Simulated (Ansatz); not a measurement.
# Run report: Zr5N6, single-point calculation (part 1 of 2)

- system: Zr5N6 (slab, 11 atoms in the cell)
- method: DFT PBE, scalar-relativistic, plane waves, PAW, no spin polarisation (Ansatz 0.2.0)

The structure derives from an entry of the Crystallography Open Database. It belongs to a series of runs on one base structure; here: (1 1 1) slab cut from the bulk. Figures and captions count atoms from 1; the log counts them from 0 in places.

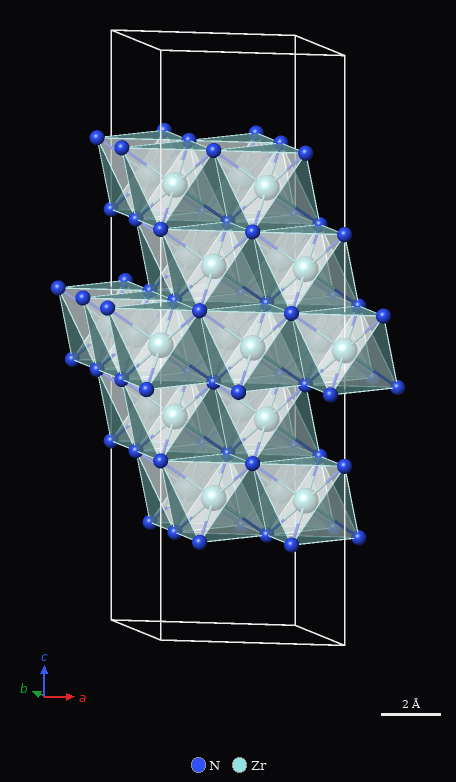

*The structure (polyhedral view of the 2 × 2 repeat of the cell, with the vacuum cut short, seen slightly off an axis; polyhedra are completed across the faces of the cell). An atom can appear more than once, as a periodic image.*

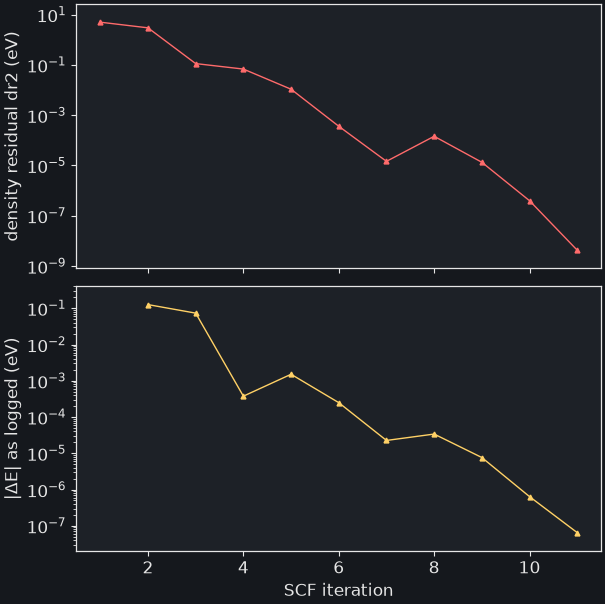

*Convergence of the self-consistent field: density residual dr2 and size of the energy change against the SCF iteration.*

The residual comes down, with one marked jump up, by a factor of about 10, at step 8.

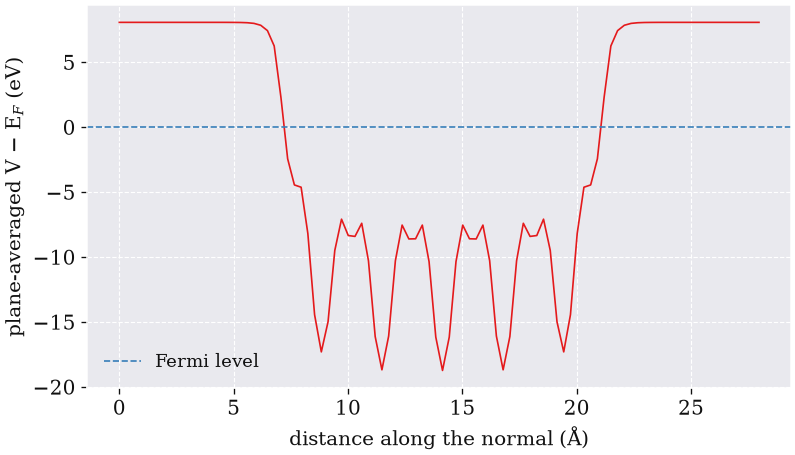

*Plane average of the electrostatic potential energy of an electron across the cell, from the Fermi level.*

The vacuum level lies 8.08 eV above the Fermi level.

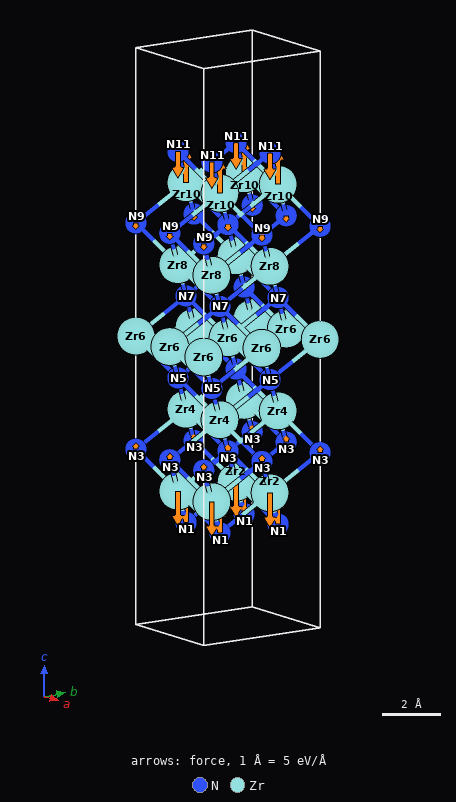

*Forces on the atoms as orange arrows (ball-and-stick view of the 2 × 2 repeat of the cell, with the vacuum cut short, seen slightly off an axis; atoms are numbered from 1 in the order of the input); the smallest are left out.*

The largest act on Zr2, Zr10 (6.31 eV/Å); N1, N11 (4.85 eV/Å). The geometry is not a stationary point of this energy.

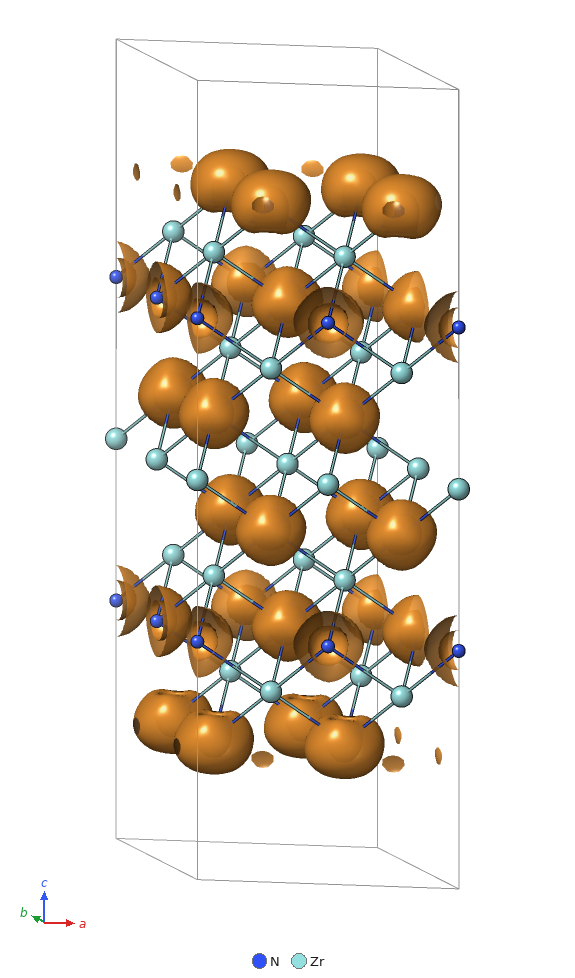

*Isosurface of the ELF at 0.75 (orange), seen slightly off an axis. Core shells and regions of very low density are left out. Sticks mark near contacts.*

Profiles from the grid: Zr–N (2.30 Å): the ELF peaks at about 0.80 in the valence shell of N, 0.7 Å from its nucleus, and drops to about 0.15 between the two atoms (no shared pair; the contact is polar). In a PAW calculation such maps are meaningful between the atoms, not at the nuclei.

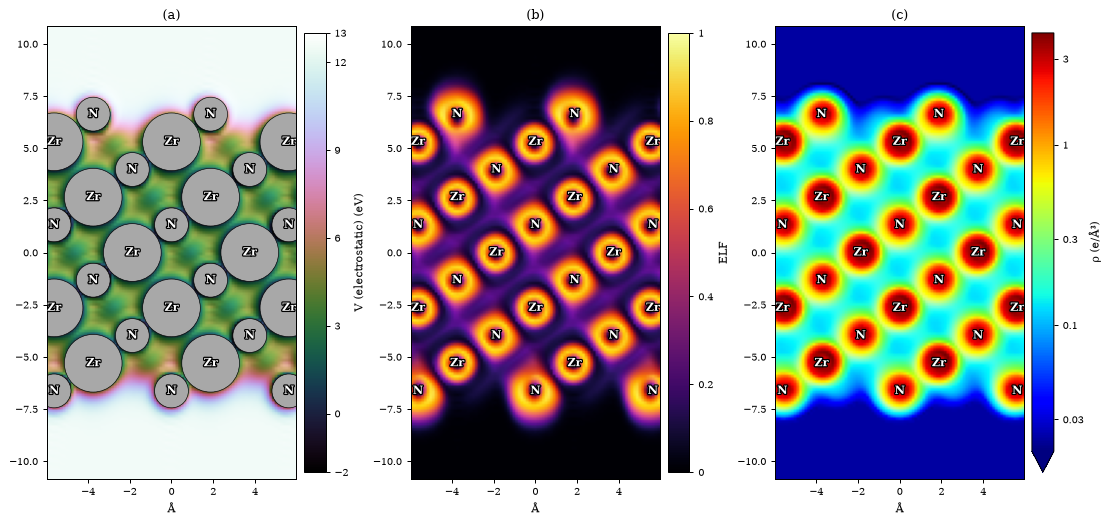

*(a) electrostatic potential (local pseudopotential plus Hartree) felt by an electron; (b) ELF; (c) valence charge density (pseudo) on the (110) plane of the calculation cell, a cut from vacuum to vacuum. Grey discs, where drawn, cover atomic cores.*

Zr–N (2.30 Å): the density is about 0.46 e/Å³ at the midpoint; the ELF peaks at about 0.80 in the valence shell of N, 0.7 Å from its nucleus, and drops to about 0.15 between the two atoms (a polar contact without a shared pair, in a metal). The density dies away to nearly zero in the vacuum. The strong features right at Zr lie inside the PAW spheres (semicore, d or f shells) and say nothing about bonding.

The input and output of the run follow.

**Input**
```yaml
crystal:
  lattice:
    - [3.2489094159, 0.0, 0.0]
    - [-1.6244547079, 2.8136380888, 0.0]
    - [0.0, 0.0, 28.2636171491]
  atoms:
    - { symbol: "N", position: [0.3333333333, 0.6666666667, 0.2653588166] }
    - { symbol: Zr, position: [0.6666666667, 0.3333333333, 0.3122870533] }
    - { symbol: "N", position: [0.0, 0.0, 0.35921529] }
    - { symbol: Zr, position: [0.3333333333, 0.6666666667, 0.4061435266] }
    - { symbol: "N", position: [0.6666666667, 0.3333333333, 0.4530717633] }
    - { symbol: Zr, position: [0.0, 0.0, 0.5] }
    - { symbol: "N", position: [0.3333333333, 0.6666666667, 0.5469282367] }
    - { symbol: Zr, position: [0.6666666667, 0.3333333333, 0.5938564734] }
    - { symbol: "N", position: [0.0, 0.0, 0.64078471] }
    - { symbol: Zr, position: [0.3333333333, 0.6666666667, 0.6877129467] }
    - { symbol: "N", position: [0.6666666667, 0.3333333333, 0.7346411834] }
basis:
  ecutwfc: 420
kpoints:
  mp_grid: { grid: [12, 12, 1] }
hamiltonian:
  xc: pbe
scf:
  occupations: { method: gaussian, width: 0.1 }
output:
  forces: true
  stress: true
  eigenvalues: true
  write_density: true
  write_potential: true
  elf: true
  volumetric_format: npy
efield:
  axis: 3
  dipole_correction: true
  ramp_width: 0.04
```

Command:
```bash
ansatz run input.yaml --threads 1 --pin off --max-ram 2560MiB --backend cpu --events-out ev --progress --plain --runs-dir out
```

**What the program printed**
```
Engine: ansatz 0.2.0, x86_64-unknown-linux-gnu
Pseudopotentials: kind: paw
Pseudopotential: N, paw, valence charge 5, recommended cutoff 420 eV (normal), N.paw.azcp
Pseudopotential: Zr, paw, valence charge 12, recommended cutoff 420 eV (normal), Zr.paw.azcp
Functional definition: PBE
  parameter kappa = 0.804
  parameter beta = 0.06672455060314922
  exchange = pbe_x(kappa = kappa, mu = beta*pi^2/3)
  correlation = pbe_c(beta = beta)
Crystal: 11 atoms, lattice volume = 258.365 Å³
Basis set: ecut = 420 eV, 5147 PW (Γ), exchange–correlation on 48×48×384 points (8 copies of the dense FFT grid, shifted against one another)
Bands: 56, of which v1, the nominal top of the filled ones, is band 45 counted from 1 (44 counted from 0)
Symmetry: 6 space group operations
k-points: 19 of 144 (time reversal used)
Non-local potential: N, projectors of the file, l = 0: 2, l = 1: 2, l = 2: 1
Non-local potential: Zr, projectors of the file, l = 0: 3, l = 1: 2, l = 2: 2, l = 3: 2
PAW form: soft (Blöchl's): semilocal exchange-correlation on the pseudo side does not see the compensation charge
PAW one-centre angular grid: N, 110 points (default); XC on 64 Gauss nodes
PAW one-centre angular grid: Zr, 590 points (default); XC on 64 Gauss nodes
Initial density: superposition of atomic densities (neutral atoms: chi_scale 0, normalization atom), corrected by the library's trained network
Initial wavefunctions: pseudopotential atomic-orbital guess
Functional: x = pbe(κ = 0.804, μ = 0.2195149727645171), c = pbe(β = 0.06672455060314922)
```
